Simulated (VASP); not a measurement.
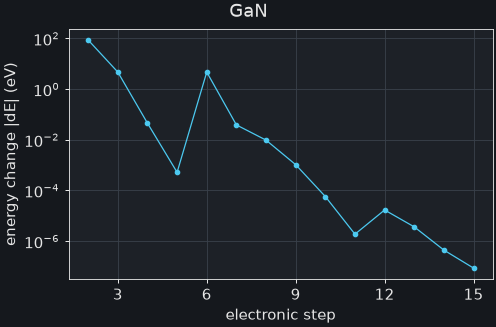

The plot shows the electronic steps of a calculation: energy change |dE|.

Program: VASP.

INCAR
```
ENCUT = 520.000000
SIGMA = 0.010000
EDIFF = 1.00e-07
ALGO = Normal
METAGGA = R2SCAN
PREC = Accurate
IBRION = -1
ISIF = 2
ISMEAR = 0
NBANDS = 16
NELM = 120
NSW = 0
LASPH = .TRUE.
LCHARG = .FALSE.
LWAVE = .FALSE.
LREAL = .FALSE.
```

KPOINTS
```
KPOINTS created by Atomic Simulation Environment
0
Gamma
10 10 10
0 0 0
```

POSCAR
```
Ga N
 1.0000000000000000
     0.0000000000000000    2.1085154153999999    2.0604412640000001
     2.1085154153999999    0.0000000000000000    2.0604412640000001
     2.1085154153999999    2.1085154153999999    0.0000000000000000
 Ga  N
   1   1
Cartesian
  0.0000000000000000  0.0000000000000000  0.0000000000000000
  2.1085154153999999  2.1085154153999999  2.0604412640000001
```

**Did the calculation converge?**

It converged, after 15 steps. The energy change falls unevenly and jumps up by a factor of two or more twice on the way down, most sharply at step 6 (by about 4 orders of magnitude). The jump at step 6 comes where the charge density, held fixed for the first 5 steps, starts to be updated.

**Read the energy change at the first and at the last step drawn.**

It starts near 90 and ends near 9 × 10⁻⁸ eV.

**Is anything amiss with this input?**

Nothing shows: the run converged and the program gave no warning.
